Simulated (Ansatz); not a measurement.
**Phonon calculation, with input and output: InSb (part 1 of 2)**

The run: phonon calculation of InSb (F-43m, 2 atoms in the cell). Method and program: DFT, PBEsol, PAW with Ansatz's default frozen-core files, scalar-relativistic; harmonic phonons by finite displacements, no spin polarisation (Ansatz 0.2.0).

The structure derives from an entry of the Crystallography Open Database. It belongs to a series of runs on one base structure; here: volume scaled by 0.985, PAW files. Figures and captions count atoms from 1; the log counts them from 0 in places.

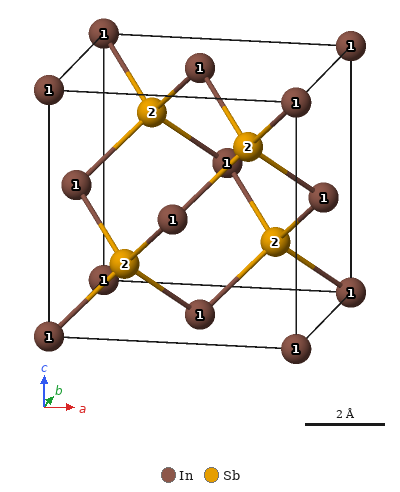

The structure (ball-and-stick view of the cell 4 times as large as that of the calculation, set on its symmetry axes, seen slightly off an axis; atoms are numbered from 1 in the order of the input). An atom can appear more than once, as a periodic image.

## Summary

```tsv
quantity	value
outcome	converged
space group (tolerance 0.01 Å)	F-43m (216)
electrons treated	56
free energy	−23867.2951 eV
Fermi energy	7.370 eV
largest force (length of the vector)	under 0.001 eV/Å
hardware	1 thread of Intel Xeon @ 2.90GHz (Ice Lake), 32 GiB of memory available, shared host
wall time	6.8 min
peak memory	0.94 GiB
```

## Input
```yaml
crystal:
  lattice:
    - [0.0, 3.24380611348, 3.24380611348]
    - [3.24380611348, 0.0, 3.24380611348]
    - [3.24380611348, 3.24380611348, 0.0]
  atoms:
    - { symbol: In, position: [0.0, 0.0, 0.0] }
    - { symbol: Sb, position: [0.75, 0.75, 0.75] }
kpoints:
  mp_grid: { grid: [10, 10, 10] }
scf:
  occupations: { method: fermi_dirac, width: 0.1 }
hamiltonian:
  xc: pbesol
  pseudopotentials: { kind: paw }
phonons:
  qmesh: [2, 2, 2]
  qpath:
    path:
      - [0.0, 0.0, 0.0]
      - [-0.5, -0.5, 0.0]
      - [-0.375, -0.375, 0.25]
      - [-0.375, 0.0, 0.375]
      - [0.0, 0.0, 0.0]
      - [0.0, 0.0, 0.5]
      - [-0.5, -0.25, 0.25]
      - [-0.5, -0.5, 0.0]
    npoints: 6
  temperatures: { t_min: 0, t_max: 1000, t_step: 100 }
```

Run as:
```bash
ansatz run input.yaml --threads 1 --pin off --max-ram 3072MiB --backend cpu --events-out ev --progress --plain --runs-dir out
```

## Log
```
Warning: phonons: the dynamical matrix that this run interpolates holds no multipole term above the dipole-dipole one, and a site of this crystal is no centre of inversion, so its interpolated transverse optical and acoustic branches and sound speeds can stay off near Gamma, and the density of states and the thermodynamics with them. What a run solves at a wave vector of phonons.qpoints, Gamma apart, where the deck admits one, is free of this, and under fd what a larger phonons.supercell samples
Engine: ansatz 0.2.0, x86_64-unknown-linux-gnu
Pseudopotentials: kind: paw
Pseudopotential: In, paw, valence charge 13, recommended cutoff 420 eV (normal), In.paw.azcp
Pseudopotential: Sb, paw, valence charge 15, recommended cutoff 420 eV (normal), Sb.paw.azcp
Functional definition: PBEsol
  exchange = pbesol_x
  correlation = pbesol_c
Crystal: 4 atoms, lattice volume = 136.529 Å³
Basis set: ecut = 420 eV, 2701 PW (Γ), FFT grids on a1, a2, −a1+a2+a3, exchange–correlation on 64×64×90 points (8 copies of the dense FFT grid, shifted against one another)
Bands: 36, of which v1, the nominal top of the filled ones, is band 28 counted from 1 (27 counted from 0)
Symmetry: 16 space group operations
k-points: 63 of 500 (time reversal used)
Non-local potential: In, projectors of the file, l = 0: 2, l = 1: 2, l = 2: 2, l = 3: 2
Non-local potential: Sb, projectors of the file, l = 0: 2, l = 1: 2, l = 2: 2, l = 3: 2
PAW form: soft (Blöchl's): semilocal exchange-correlation on the pseudo side does not see the compensation charge
PAW frozen core: In, regenerated for the run's functional, and the local potential with it (the file was generated under x = pbe(κ = 0.804, μ = 0.2195149727645171), c = pbe(β = 0.06672455060314922))
PAW frozen core: Sb, regenerated for the run's functional, and the local potential with it (the file was generated under x = pbe(κ = 0.804, μ = 0.2195149727645171), c = pbe(β = 0.06672455060314922))
PAW one-centre angular grid: In, 590 points (default); XC on 64 Gauss nodes
PAW one-centre angular grid: Sb, 590 points (default); XC on 64 Gauss nodes
Initial density: handed on by an earlier stage of this run
Initial wavefunctions: those handed on with the density
Functional: x = pbesol(κ = 0.804, μ = 0.12345679012345678), c = pbesol(β = 0.046)
SCF iter   1: F=—  HF=-23867.295128 eV  |F-HF|=—  |Δ(HF+E_count)|=         —  Δρ=9.07e-8  dr2=7.31e-12  ethr=1.12e-12  ⟨swp⟩=5.8  Hψ=7735  notcnv=0
preconditioner: auto → Resta (q_TF=auto, 2.352 Å⁻¹)  ε∞=2.9  [insulator: Δε(μ)=0.468 eV  Ē_g=13.937 eV  σ=0.100 eV  W_gap=0.81  n_scr=28 (ndim 8)  ℏωp=19.1 eV  f_vac=0.094  D(μ)=0.08/eV (n_scr^D=0)  ε∞_Penn≈2.9]
SCF iter   2: F=-23867.295128 eV  HF=-23867.295128 eV  |F-HF|=1.46e-11  |Δ(HF+E_count)|=  1.09e-11  Δρ=2.44e-8  dr2=5.43e-13  ethr=1.00e-12  ⟨swp⟩=3.9  Hψ=6416  notcnv=0
SCF 1 converged in 2 iterations: F = -23867.295128 eV  dr2 = 5.43e-13
  greatest PAW one-centre occupation: 0.996 electrons in one spin orbital (limit 2), on the Sb atom at site 3 (counted from 0), in its partial waves of l = 2
Crystal: 2 atoms, lattice volume = 68.264 Å³
Basis set: ecut = 420 eV, 1363 PW (Γ), exchange–correlation on 64×64×64 points (8 copies of the dense FFT grid, shifted against one another)
Bands: 18, of which v1, the nominal top of the filled ones, is band 14 counted from 1 (13 counted from 0)
Symmetry: 24 space group operations
k-points: 47 of 1000 (time reversal used)
Initial density: read from a saved state, or passed on in memory by an earlier SCF of this step, an earlier step, the calling program or the single point that the run made first
Initial wavefunctions: pseudopotential atomic-orbital guess
iter 1 solved again at ethr=6.00e-7 eV; its pass at ethr=3.10e-3 eV (dr2=1.68e-4 eV) is discarded
SCF iter   1: F=—  HF=-11933.647564 eV  |F-HF|=—  |Δ(HF+E_count)|=         —  Δρ=1.44e-6  dr2=2.00e-9  ethr=6.00e-7  ⟨swp⟩=3.0  Hψ=6595  notcnv=0
eigensolver tolerance schedule: the retry pair's looser diagonalisation over-reported the residual by 84178.50 of it (diagonalisation noise at an unbounded share of the residual, at the tolerance the schedule requests for it); recorded, not acted on — ethr = c·dr2/N_el stays at c = 1.0e-1
preconditioner: auto → none  [insulator: Δε(μ)=0.468 eV  Ē_g=13.944 eV  σ=0.100 eV  W_gap=0.81  n_scr=14 (ndim 8)  ℏωp=19.1 eV  f_vac=0.097  D(μ)=0.04/eV (n_scr^D=0)  ε∞_Penn≈2.9]
SCF iter   2: F=—  HF=-11933.647564 eV  |F-HF|=—  |Δ(HF+E_count)|=   6.18e-7  Δρ=1.28e-6  dr2=2.21e-9  ethr=7.13e-12  ⟨swp⟩=6.6  Hψ=3796  notcnv=0
SCF iter   3: F=-11933.647564 eV  HF=-11933.647564 eV  |F-HF|=3.38e-10  |Δ(HF+E_count)|=  6.49e-10  Δρ=6.46e-7  dr2=4.47e-10  ethr=7.13e-12  ⟨swp⟩=1.0  Hψ=2273  notcnv=0
SCF 2 converged in 3 iterations: F = -11933.647564 eV  dr2 = 4.47e-10
  greatest PAW one-centre occupation: 0.996 electrons in one spin orbital (limit 2), on the Sb atom at site 1 (counted from 0), in its partial waves of l = 2
k-points: 171 of 1000 (irreducible under 4 space group operations, time reversal used)
iter 1 solved again at ethr=5.59e-7 eV; its pass at ethr=3.10e-3 eV (dr2=1.56e-4 eV) is discarded
SCF iter   1: F=—  HF=-11933.646766 eV  |F-HF|=—  |Δ(HF+E_count)|=         —  Δρ=1.76e-5  dr2=3.59e-7  ethr=5.59e-7  ⟨swp⟩=3.0  Hψ=21389  notcnv=0  defer=325
preconditioner: auto → none  [insulator: Δε(μ)=0.000 eV  Ē_g=13.944 eV  n_scr=14 (ndim 8)  ℏωp=19.1 eV  f_vac=0.097  ε∞_Penn≈2.9]
SCF iter   2: F=—  HF=-11933.646768 eV  |F-HF|=—  |Δ(HF+E_count)|=   1.30e-6  Δρ=9.32e-6  dr2=4.80e-8  ethr=1.28e-9  ⟨swp⟩=3.0  Hψ=6115  notcnv=0  defer=260
SCF iter   3: F=—  HF=-11933.646768 eV  |F-HF|=—  |Δ(HF+E_count)|=   7.89e-9  Δρ=3.93e-6  dr2=7.50e-9  ethr=1.71e-10  ⟨swp⟩=2.8  Hψ=5319  notcnv=0  defer=260
SCF iter   4: F=—  HF=-11933.646768 eV  |F-HF|=—  |Δ(HF+E_count)|=  5.57e-10  Δρ=6.74e-7  dr2=1.66e-10  ethr=2.68e-11  ⟨swp⟩=2.5  Hψ=4106  notcnv=0  defer=260
SCF iter   5: F=-11933.646768 eV  HF=-11933.646768 eV  |F-HF|=5.46e-12  |Δ(HF+E_count)|=  6.73e-11  Δρ=1.22e-7  dr2=7.65e-12  ethr=1.00e-12  ⟨swp⟩=6.4  Hψ=11993  notcnv=0
WARN: a fill by count may have filled part of one level: at k-index 0 the highest filled band, 7.186350 eV, and the lowest empty band, 7.186350 eV, stand 6.217e-15 eV apart, within the solve's uncertainty, 1.000e-5 eV. If they are one level, whatever splits it, however little, can move the result. A smearing (`scf.occupations.method` with a `width`) well over the split that the run's distortions make, where the deck can take one, can fill the level evenly. On an open shell (a free atom, a radical) an even fill, a smearing's or one that the run's symmetry operations hold, can lie tenths of an eV above a state that splits the level, and an energy difference taken against it is then off by as much. To look for that state on an open shell, re-run with `crystal.symmetry.detect: false`, without `crystal.symmetry.time_reversal: true` (on a non-collinear deck from a starting moment too), where the deck allows it, and compare the energies; that run can end on one of several states, or fail to converge. If the gap is true, a tighter SCF threshold (`scf.convergence.dr2_threshold`, or `saddle.dr2_threshold`, `phonons.dr2_threshold` by `fd` or `hamiltonian.hubbard.lr.dr2_threshold` where that key governs the SCF) lowers that uncertainty; where it stays it is the eigensolver's: a larger `scf.n_extra_bands` or, on support functions, `scf.eigensolver.kind: davidson` lowers it. See `scf.occupations.method`, Limitations, in the input reference
SCF 3 converged in 5 iterations: F = -11933.646768 eV  dr2 = 7.65e-12
NSCF: frozen V_eff on 29 k-points
phonons: the run's symmetry doesn't show that the Born effective charges vanish, and it interpolates frequencies without the dipole-dipole term. In a polar insulator or semiconductor they then lack LO-TO splitting, and the branches near Gamma, sound speeds, density of states, thermodynamics and thermal conductivity can be off. Where the input admits it, phonons.dielectric: true or phonons.non_analytic_term supplies the term (a sheet's or wire's own needs phonons.isolated: true). The run goes on without its unit cell's response to a homogeneous field, whose tensors the term is made of, since a DFPT response about bands that are each full or empty needs each spin channel's highest filled band to stand apart from its lowest empty one at every k-point that it solves. Channel 0 fills its lowest 14 bands, and at k = (0, 0, 0) (k in fractional coordinates) the highest filled band, 7.186350 eV, and the lowest empty band, 7.186350 eV, cannot be told apart: 6.217e-15 eV apart, within the solve's uncertainty, 1.000e-5 eV. If they are one level, only part of it is filled, and the response would follow whichever part the eigensolver returned. If the two levels are distinct, lower that uncertainty (tighten scf.convergence.dr2_threshold (if unset, the value in force may already be tighter than the key's default, set by another part of the input; each SCF's setup event in the run's event stream (--events-out) reports it as dr2_threshold_ev); where that does not lower it, raise scf.n_extra_bands). Where the level is cut at k + q alone, scf.occupations.method: fixed can fill it evenly if scf.n_extra_bands reaches past it. Otherwise scf.occupations.method: fermi_dirac with the default scf.occupations.width fills such a level evenly, which leaves it partly filled; phonons of such a state are solved with smeared occupations, and only at a wavevector that carries the k mesh onto itself, and their frequencies are to be checked against a denser k mesh; the response to a homogeneous field is undefined for such a state. See scf.occupations.method, Limitations, in the input reference. phonons.dielectric: true is no way round that: under method: fd it ends the run on it; phonons.dielectric: false leaves the calculation out
Symmetry: 4 space group operations
k-points: 108 of 500 (time reversal used)
iter 1 solved again at ethr=1.26e-8 eV; its pass at ethr=3.10e-3 eV (dr2=7.06e-6 eV) is discarded
SCF iter   1: F=—  HF=-23867.295102 eV  |F-HF|=—  |Δ(HF+E_count)|=         —  Δρ=7.51e-5  dr2=3.51e-6  ethr=1.26e-8  ⟨swp⟩=3.0  Hψ=18275  notcnv=0  defer=95
preconditioner: auto → Resta (q_TF=auto, 2.352 Å⁻¹)  ε∞=2.9  [insulator: Δε(μ)=0.464 eV  Ē_g=13.937 eV  σ=0.100 eV  W_gap=0.80  n_scr=28 (ndim 8)  ℏωp=19.1 eV  f_vac=0.095  D(μ)=0.08/eV (n_scr^D=0)  ε∞_Penn≈2.9]
SCF iter   2: F=—  HF=-23867.295102 eV  |F-HF|=—  |Δ(HF+E_count)|=   2.47e-7  Δρ=3.46e-5  dr2=8.52e-7  ethr=6.26e-9  ⟨swp⟩=2.0  Hψ=4687  notcnv=0  defer=95
SCF iter   3: F=—  HF=-23867.295102 eV  |F-HF|=—  |Δ(HF+E_count)|=   1.74e-7  Δρ=5.96e-6  dr2=4.17e-8  ethr=1.52e-9  ⟨swp⟩=2.4  Hψ=5109  notcnv=0  defer=95
SCF iter   4: F=—  HF=-23867.295102 eV  |F-HF|=—  |Δ(HF+E_count)|=   4.99e-9  Δρ=1.03e-6  dr2=1.68e-9  ethr=7.44e-11  ⟨swp⟩=2.5  Hψ=5143  notcnv=0  defer=95
SCF iter   5: F=—  HF=-23867.295102 eV  |F-HF|=—  |Δ(HF+E_count)|=   1.34e-9  Δρ=2.99e-7  dr2=2.33e-10  ethr=2.99e-12  ⟨swp⟩=2.2  Hψ=5463  notcnv=0  defer=95
SCF iter   6: F=—  HF=-23867.295102 eV  |F-HF|=—  |Δ(HF+E_count)|=  1.24e-10  Δρ=8.19e-8  dr2=1.80e-11  ethr=1.00e-12  ⟨swp⟩=2.9  Hψ=5969  notcnv=0  defer=95
SCF iter   7: F=-23867.295102 eV  HF=-23867.295102 eV  |F-HF|=0.00e0  |Δ(HF+E_count)|=    0.00e0  Δρ=2.38e-8  dr2=1.25e-12  ethr=1.00e-12  ⟨swp⟩=6.0  Hψ=15284  notcnv=0
SCF 4 converged in 7 iterations: F = -23867.295102 eV  dr2 = 1.25e-12
Symmetry: 2 space group operations
k-points: 141 of 500 (time reversal used)
iter 1 solved again at ethr=6.58e-9 eV; its pass at ethr=3.10e-3 eV (dr2=3.69e-6 eV) is discarded
SCF iter   1: F=—  HF=-23867.295110 eV  |F-HF|=—  |Δ(HF+E_count)|=         —  Δρ=7.45e-5  dr2=3.50e-6  ethr=6.58e-9  ⟨swp⟩=3.2  Hψ=24017  notcnv=0  defer=118
SCF iter   2: F=—  HF=-23867.295108 eV  |F-HF|=—  |Δ(HF+E_count)|=   1.95e-6  Δρ=3.15e-5  dr2=5.49e-7  ethr=6.25e-9  ⟨swp⟩=2.0  Hψ=6303  notcnv=0  defer=118
SCF iter   3: F=—  HF=-23867.295108 eV  |F-HF|=—  |Δ(HF+E_count)|=   5.94e-8  Δρ=7.66e-6  dr2=5.08e-8  ethr=9.80e-10  ⟨swp⟩=2.0  Hψ=6368  notcnv=0  defer=118
SCF iter   4: F=—  HF=-23867.295108 eV  |F-HF|=—  |Δ(HF+E_count)|=   4.27e-9  Δρ=6.70e-7  dr2=5.63e-10  ethr=9.07e-11  ⟨swp⟩=2.0  Hψ=5855  notcnv=0  defer=118
SCF iter   5: F=—  HF=-23867.295108 eV  |F-HF|=—  |Δ(HF+E_count)|=  6.29e-10  Δρ=2.30e-7  dr2=7.85e-11  ethr=1.01e-12  ⟨swp⟩=2.1  Hψ=8882  notcnv=0  defer=118
SCF iter   6: F=—  HF=-23867.295108 eV  |F-HF|=—  |Δ(HF+E_count)|=  3.64e-11  Δρ=6.51e-8  dr2=6.54e-12  ethr=1.00e-12  ⟨swp⟩=1.0  Hψ=4892  notcnv=0  defer=118
SCF iter   7: F=-23867.295108 eV  HF=-23867.295108 eV  |F-HF|=7.28e-12  |Δ(HF+E_count)|=    0.00e0  Δρ=1.75e-8  dr2=3.70e-13  ethr=1.00e-12  ⟨swp⟩=5.7  Hψ=18830  notcnv=0
SCF 5 converged in 7 iterations: F = -23867.295108 eV  dr2 = 3.70e-13
k-points: 156 of 500 (time reversal used)
iter 1 solved again at ethr=1.39e-8 eV; its pass at ethr=3.10e-3 eV (dr2=7.79e-6 eV) is discarded
```
